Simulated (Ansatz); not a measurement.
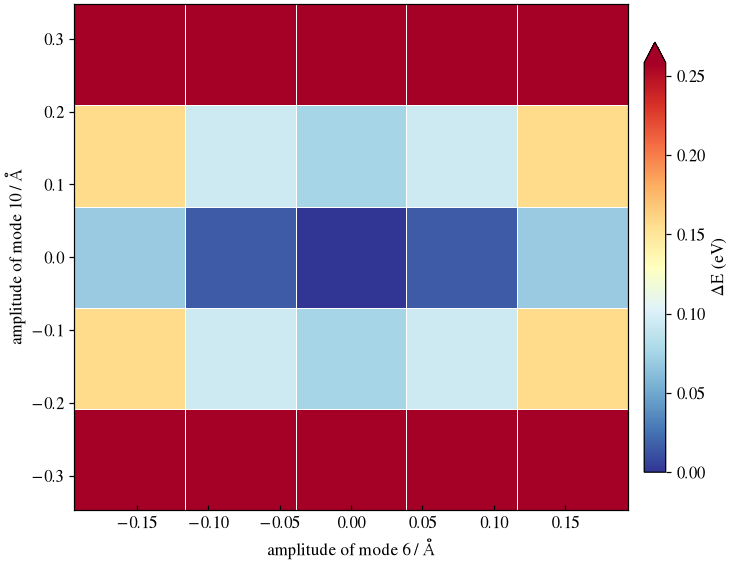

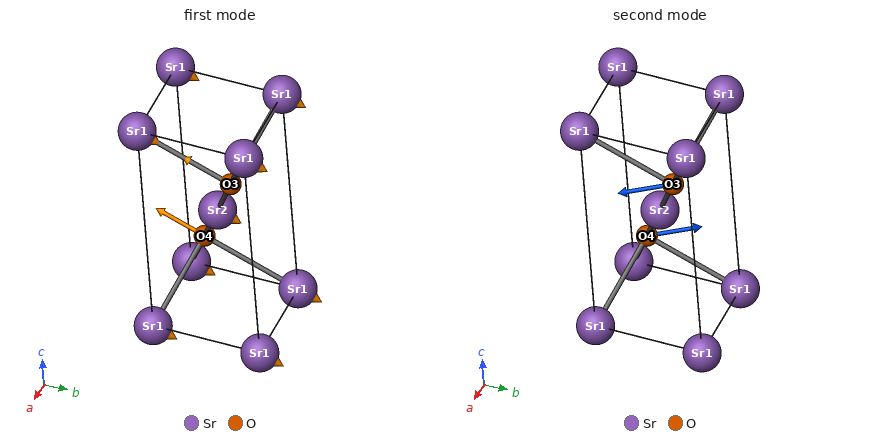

Energy landscape of SrO (Fm-3m, No. 225; 4 atoms in the cell). The energy is mapped over two normal modes frozen in (zone-centre modes of the 4-atom cell of this scan, which folds in the wave vector (0, 0, 1/2) of the primitive cell). Coordinates scanned: (1) amplitude of mode 6 (190 cm⁻¹), largest displacement; (2) amplitude of mode 10 (257 cm⁻¹), largest displacement. Nothing is relaxed (the cell and all other modes fixed). Grid: 5 × 5 points; 9 points were computed and 16 follow by symmetry. Points are written as (first, second). Energies are in eV per cell, from the lowest grid point. Level of theory: DFT PBE, scalar-relativistic, plane waves, PAW (Ansatz 0.2.0). Settings: cutoff 520 eV, k-mesh 9×9×8 in the order of the run's cell vectors, gaussian smearing 0.05 eV, no spin polarisation.

Drawn: one coloured cell a grid point, one colour for all values above the top of the scale. The second picture is the structure at the lowest point

Q: Where are the wells?

A: The lowest grid point is at (0.000 Å, 0.000 Å). No other kind of well shows on this grid. The highest grid point, (−0.155 Å, −0.278 Å), lies 0.430 eV above the lowest. The gap on the k-mesh is 3.4 eV at the lowest point and runs from 3.3 to 3.5 eV over the map.

Grid values (eV):

```tsv
second ↓, first →	−0.155	−0.077	0.000	0.077	0.155
0.278	0.430	0.337	0.309	0.337	0.430
0.139	0.157	0.094	0.076	0.094	0.157
0.000	0.069	0.016	0.000	0.016	0.069
−0.139	0.157	0.094	0.076	0.094	0.157
−0.278	0.430	0.337	0.309	0.337	0.430
```

Each point was launched as `ansatz run input.yaml --threads 1 --pin off --max-ram 2048MiB --backend cpu --events-out ev --progress --plain --runs-dir out`. Time for the 9 points that were run: 6.8 min on 1 thread of Arm Neoverse V1, on a shared host.
